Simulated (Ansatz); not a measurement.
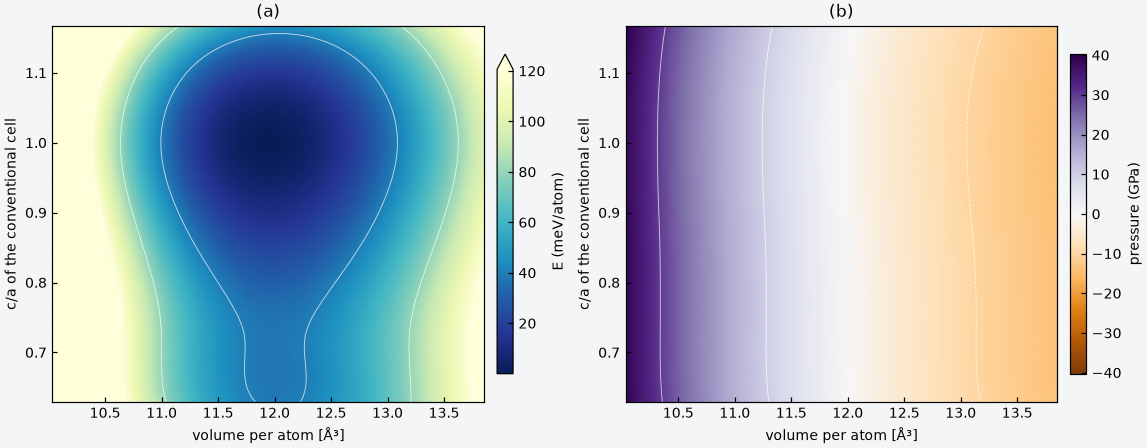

Cu (Fm-3m, No. 225; 1 atom in the cell). 
- The energy is mapped over volume and the cell's shape.
- First axis: volume per atom. Second axis: c/a of the conventional cell.
- Nothing is relaxed (symmetry fixes all fractional coordinates).
- The scan uses a 7 × 9 grid.
- Points are written as (first, second).
- Energies: meV/atom, counted from the lowest grid point.
- All numbers below come from Ansatz, DFT PBE, scalar-relativistic, plane waves, PAW. Settings: cutoff 520 eV, k-mesh 24×24×24, gaussian smearing 0.15 eV, no spin polarisation.

Panel (a) is the energy and panel (b) the computed pressure on the same grid.

The picture shows a smooth colour map with a few white contour lines, one colour for all values above the top of the scale. Between grid points the surface is interpolated.

**How does the pressure vary over the map, and what is it at the lowest grid point?**

It runs from −14.4 GPa at (13.86 Å³, 1.000) [fcc] to 40.3 GPa at (10.03 Å³, 1.167). At the lowest grid point, (11.94 Å³, 1.000) [fcc], it is 0.0 GPa. The pressure is minus the slope of the energy with volume, so it vanishes at the true minimum, which need not be a grid point.

PAW datasets: the set soft_1.
